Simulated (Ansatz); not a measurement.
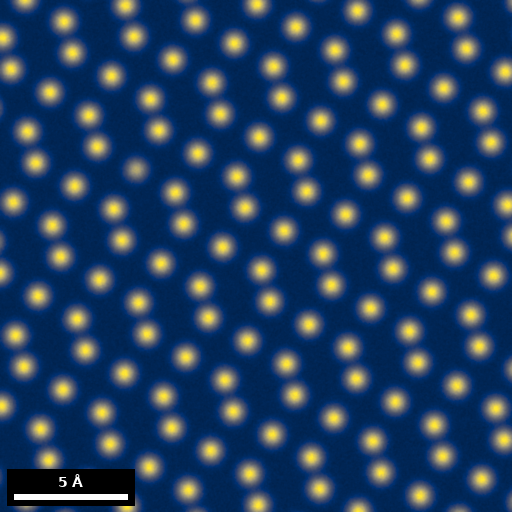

Dark-field STEM-like image of Ge (P6/mmm, No. 191) along [100]. Simulated incoherent Z contrast: every atom adds Z^1.6 spread by a probe of 0.66 Å full width; channelling and multiple scattering are left out. The display is stretched by a gamma of 0.8; percentages refer to the linear signal. Shot noise was added.

The sample is 3 repeats (14.8 Å) thick. One point defect was put into the perfect crystal, without relaxing the atoms around it. Brightness is counted from the darkest point of the image. Host structure: a calculation's starting geometry; the starting structure was generated, so it need not be a known form of this composition.

### Where is the defect (in Å from the left and the top edge), and what does its contrast suggest?

At about 6 Å from the left and 7 Å from the top. The column is dimmer, which points to a vacancy or a lighter atom. The column holds 3 atoms (Ge) through the sample, and one Ge atom is missing, so its peak drops to about 65 % of that of its equals.
